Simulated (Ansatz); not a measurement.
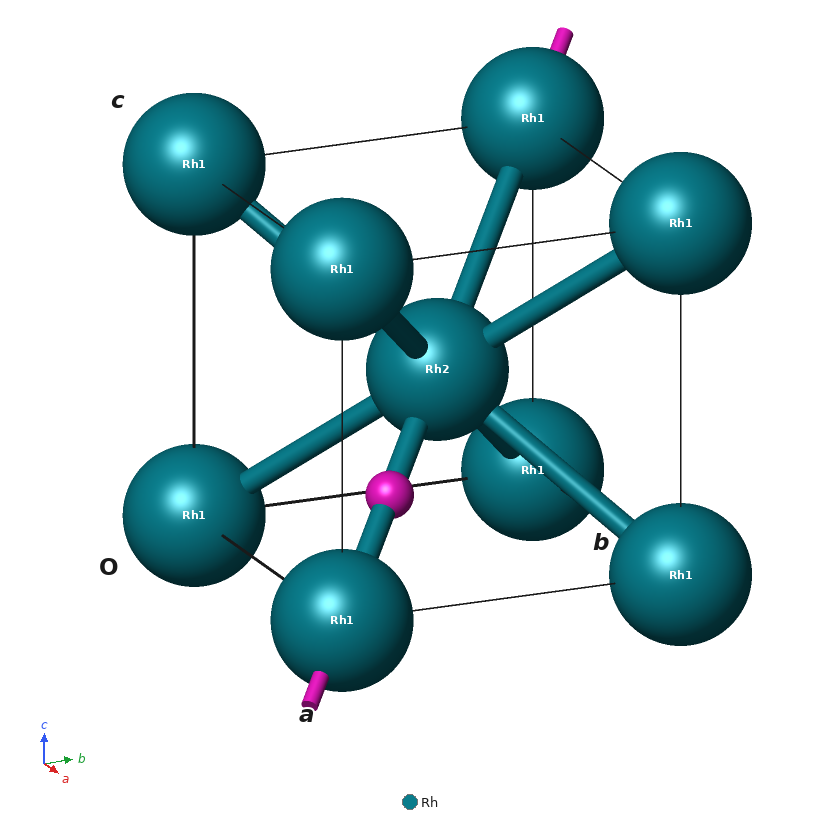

The coloured rod is the axis of a symmetry operation of the crystal, the small sphere its inversion point. Crystal: Rh, the geometry relaxed with DFT, r2SCAN, plane waves (500 eV) with PAW, scalar-relativistic (Ansatz 0.2.0); the starting structure was generated, so it need not be a known form of this composition. Geometry calculated from the standardised cell; symmetry tolerance 0.002 Å.

a = 3.046 Å, b = 3.046 Å, c = 3.046 Å, α = 90.00°, β = 90.00°, γ = 90.00°.

```json
{"atom": "Rh1", "x": "0.0000", "y": "0.0000", "z": "0.0000"}
{"atom": "Rh2", "x": "0.5000", "y": "0.5000", "z": "0.5000"}
```

Take the operation x, y, z → z+1/2, x−1/2, −y+1/2.

### What kind of operation is it, and where does it lie?

It is a −3 rotoinversion axis with its inversion point at (3/4, 1/4, 1/4), along [−1 1 1].

### Onto which atom does it carry each atom (up to whole multiples of a, b and c)?

Rh1 → Rh2, Rh2 → Rh1.

### What is the crystal's space group?

Im-3m (No. 229).
